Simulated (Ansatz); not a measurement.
# Ti$_{9}$O$_{20}$ (cell charge −4, with a compensating background) (cell with a defect): what the fields show

The calculation's input:

```
crystal:
  lattice:
    - [-5.6531885842, 1.8843961947, -4.7791519191]
    - [-1.8843961947, -5.6531885842, 4.7791519191]
    - [1.8843961947, 5.6531885842, 4.7791519191]
  atoms:
    - { symbol: Ti, position: [-0.0033708641, -0.0052963099, -0.0005035557] }
    - { symbol: Ti, position: [0.8062991059, 0.204936176, 0.5990864613] }
    - { symbol: Ti, position: [0.595780076, 0.4018094096, 0.196519124] }
    - { symbol: Ti, position: [0.205930545, 0.8021409433, 0.4061340826] }
    - { symbol: Ti, position: [0.6946363323, 0.5569708286, 0.6618334501] }
    - { symbol: Ti, position: [0.3066986897, 0.9383318009, 0.8442735651] }
    - { symbol: Ti, position: [0.1079344574, 0.1689396533, 0.4629603488] }
    - { symbol: Ti, position: [0.9012721405, 0.3507570332, 0.0504111403] }
    - { symbol: Ti, position: [0.4960333324, 0.7392341217, 0.2325531007] }
    - { symbol: O, position: [0.7140568417, 0.761365809, 0.8590916879], spin: 0.333 }
    - { symbol: O, position: [0.302840776, 0.1664655365, 0.064302525] }
    - { symbol: O, position: [0.093124008, 0.3469688935, 0.6494124211], spin: 0.333 }
    - { symbol: O, position: [0.9012783112, 0.5579825171, 0.2582394492] }
    - { symbol: O, position: [0.4997437704, 0.9637177402, 0.4647685414] }
    - { symbol: O, position: [0.606377988, 0.6125550173, 0.4211854343] }
    - { symbol: O, position: [0.1950436229, 0.0160850686, 0.6069017021] }
    - { symbol: O, position: [0.9935802917, 0.2059307497, 0.2067428964] }
    - { symbol: O, position: [0.8093059809, 0.4152267517, 0.8133179855] }
    - { symbol: O, position: [0.4044254826, 0.8512986393, 0.0500556264], spin: 0.333 }
    - { symbol: O, position: [0.7023780264, 0.3362851601, 0.4375844062] }
    - { symbol: O, position: [0.3016462177, 0.7553448715, 0.6423191753], spin: 0.333 }
    - { symbol: O, position: [0.0998198182, 0.93691668, 0.2348147348] }
    - { symbol: O, position: [0.901609521, 0.1435593264, 0.8430084724] }
    - { symbol: O, position: [0.502806383, 0.543234797, 0.0540796713], spin: 0.333 }
    - { symbol: O, position: [0.4012560068, 0.3539259475, 0.5503832126], spin: 0.333 }
    - { symbol: O, position: [1.0105244275, 0.7937847095, 0.7886806322] }
    - { symbol: O, position: [0.7922036416, 0.980018923, 0.38479251] }
    - { symbol: O, position: [0.5998165037, 0.1945504332, 0.9859043571] }
    - { symbol: O, position: [0.2025075537, 0.5882995726, 0.1952284543] }
  host:
    lattice:
      - [-1.8843961947, 1.8843961947, 4.7791519191]
      - [1.8843961947, -1.8843961947, 4.7791519191]
      - [1.8843961947, 1.8843961947, -4.7791519191]
    atoms:
      - { symbol: Ti, position: [0.0, 0.0, 0.0] }
      - { symbol: Ti, position: [0.75, 0.25, 0.5] }
      - { symbol: O, position: [0.9574304757, 0.4574304757, 0.5] }
      - { symbol: O, position: [0.2074304757, 0.2074304757, 0.0] }
      - { symbol: O, position: [0.5425695243, 0.0425695243, 0.5] }
      - { symbol: O, position: [0.7925695243, 0.7925695243, 0.0] }
total_charge: -4
basis:
  ecutwfc: 420
  xc_grid: 2
kpoints:
  mp_grid: { grid: [2, 2, 2], shift: [0.5, 0.5, 0.5] }
hamiltonian:
  xc: pbesol
scf:
  occupations: { method: gaussian, width: 0.02 }
  lower_state_search: "off"
output:
  forces: true
  stress: false
  eigenvalues: true
  populations: true
  charged_corrections:
    defect_position: [0.4, 0.6, 0.8]
    epsilon: [[61.3778, 0.0, 0.0], [0.0, 61.3778, 0.0], [0.0, 0.0, 29.3022]]
  write_density: true
  write_potential: true
  elf: true
  volumetric_format: npy
magnetization:
  spin_polarized: true
relax:
  adjacent_minimum: "off"
  f_tol: 0.03
  max_steps: 40
```

Launched as:

```sh
ansatz run input.yaml --threads 8 --pin off --max-ram 16384MiB --backend cpu --events-out ev --progress --plain --runs-dir out
```

The fields are those of the run's last geometry, not of the input's.

The program warned that a starting moment wasn't kept; spin-polarised, but the moments vanished.

These are results of Ansatz 0.2.0, DFT PBEsol, scalar-relativistic, plane waves, PAW, not measurements.

The density is the valence pseudo-density of a PAW calculation; it isn't the true density close to the nuclei.

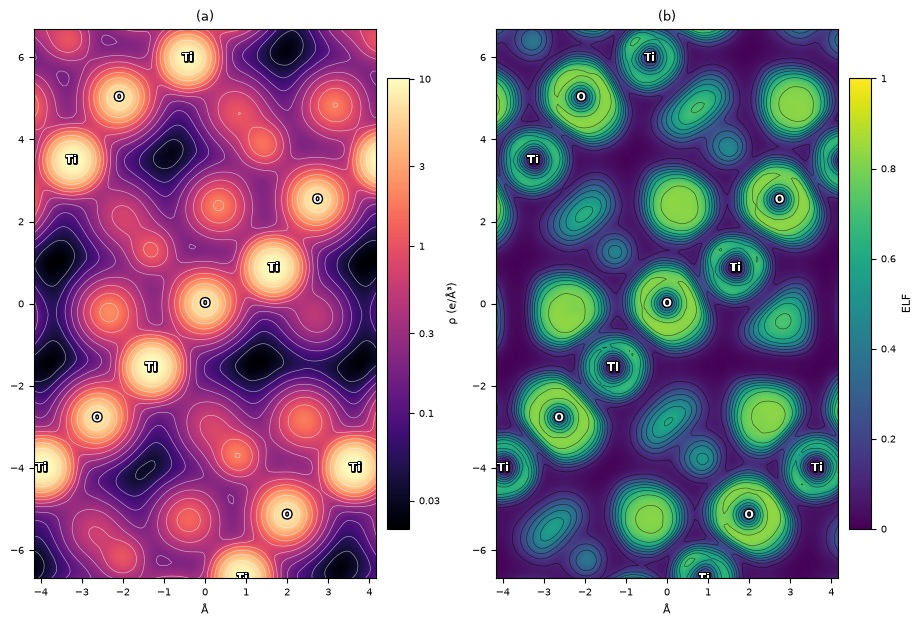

Figure 1. (a) valence pseudo-density; (b) ELF on the (110) plane of the calculation cell.

Q: Describe what can be read from this map.

A: The section cuts through Ti and O sites.
Atoms just off the plane (Ti, 0.7 Å away and O, 0.6 Å away) can leave unmarked features too.
Ti–O (1.81 Å): ρ is about 1 e/Å³ halfway; the ELF peaks at about 0.80 in the valence shell of O, 0.5 Å from its nucleus, and is about 0.25 at the midpoint; no shared electron pair shows on this line.
Ti–O (1.89 Å): the density is about 0.85 e/Å³ at the midpoint; the ELF peaks at about 0.85 in the valence shell of O, 0.6 Å from its nucleus, and is about 0.25 at the midpoint: no localised pair shows between them.

Ti–O (1.96 Å): ρ is about 0.7 e/Å³ halfway; the ELF peaks at about 0.85 in the valence shell of O, 0.6 Å from its nucleus, and is about 0.20 at the midpoint: no localised pair shows between them.
Ti–O (2.03 Å): the density is about 0.58 e/Å³ at the midpoint; the ELF peaks at about 0.85 in the valence shell of O, 0.6 Å from its nucleus, and is about 0.15 at the midpoint (no localised pair shows between them).
Between the atoms the lowest density in this plane is 0.02 e/Å³.
The features right at Ti lie inside the PAW spheres, where the map follows smoothed inner orbitals and isn't to be read closely.

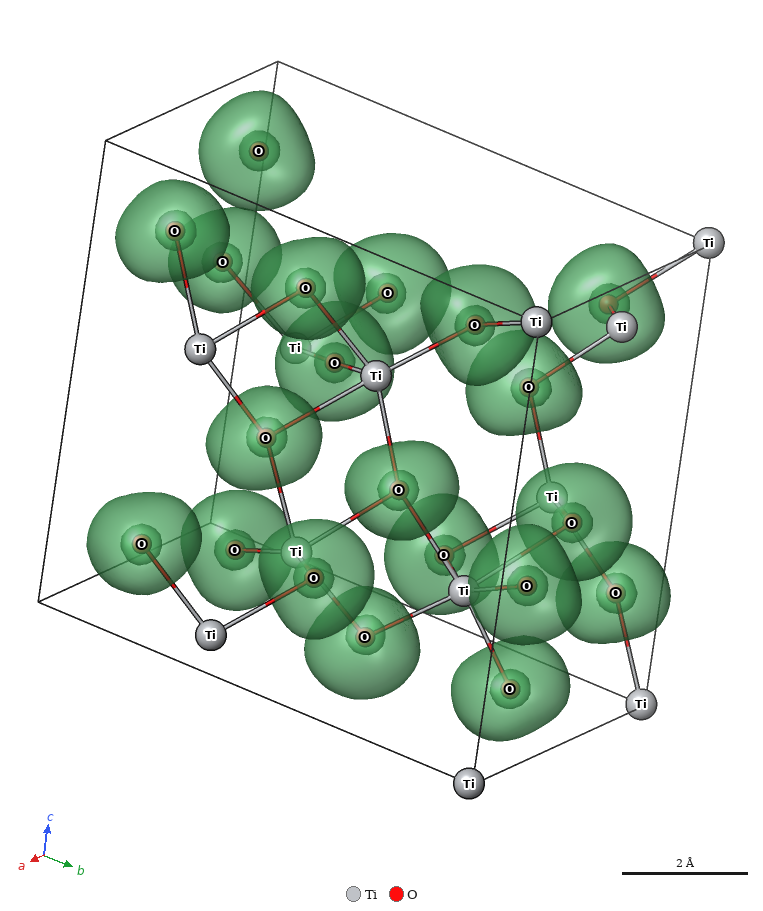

Figure 2. Isosurface of the ELF at 0.65 (green), seen slightly off an axis. Core shells and regions of very low density are left out. Sticks mark near contacts.

Q: What do the ELF domains correspond to?

A: The ELF exceeds this value in 20 regions wrapped around O (the valence shell of each), counted in one cell of 29 atoms. Any copies at cell faces, edges or corners count once.


 Ti–O (1.87 Å): the ELF peaks at about 0.80 in the valence shell of O, 0.6 Å from its nucleus, and is about 0.25 at the midpoint: no localised pair shows between them.

Q: Does the calculation give a band gap?

A: It is gapped, with a Kohn–Sham gap of 2.5 eV on the k-point mesh (the band edges may lie off the mesh, which would make the gap smaller).
